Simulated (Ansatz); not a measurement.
```xyz
17
Lattice="0.0000 5.4300 5.4300 5.4300 0.0000 5.4300 5.4300 5.4300 0.0000" Properties=species:S:1:pos:R:3 pbc="T T T"
Si    5.4273    5.4264    0.0012
Si    1.3500    1.3500    1.3487
Si    2.7136    2.7140    0.0470
Si    4.0755    4.0759    1.3548
Si    2.7151    0.0511    2.7143
Si    4.0805    1.3512    4.0790
Si    5.3844    2.7146    2.7164
Si    6.7455    4.1113    4.1144
Si    0.0507    2.7151    2.7139
Si    1.3520    4.0799    4.0780
Si    2.7146    5.3856    2.7160
Si    4.1094    6.7481    4.1117
Si    2.7161    2.7157    5.3800
Si    4.1240    4.1233    6.7350
Si    5.4408    5.4445    5.4242
Si    6.7518    6.7518    6.7535
Ge    8.1630    8.1687    8.1347
```

PAW files of the earlier set (soft_1).

Method: DFT PBE, scalar-relativistic, plane waves, PAW (Ansatz).

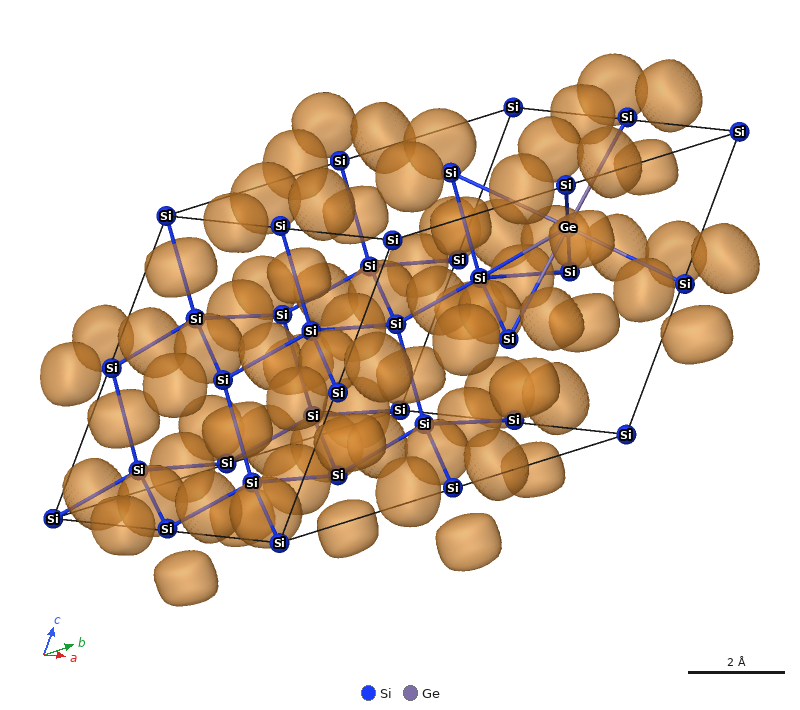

Si16Ge (cell with a defect). Isosurface of the ELF at 0.75 (orange), seen at an oblique angle. Only the valence region is drawn (cores and ρ < 0.01 e/Å³ removed). Sticks mark near contacts.

In a PAW calculation such maps are meaningful between the atoms, not at the nuclei.

> What do the ELF domains correspond to?

The ELF exceeds this value in 32 regions between bonded Si–Si atoms, counted in one cell of 17 atoms. Any copies at cell faces, edges or corners count once.

Values along the shortest contacts:
Si–Si (2.28 Å): the ELF peaks at about 0.95 between the atoms. Si–Ge (2.41 Å): the ELF peaks at about 0.60 in the valence shell of Si, 1.0 Å from its nucleus, and is about 0.55 at the midpoint.

> Metal or insulator at this level of theory?

It is gapless in this calculation (a metal or semimetal).
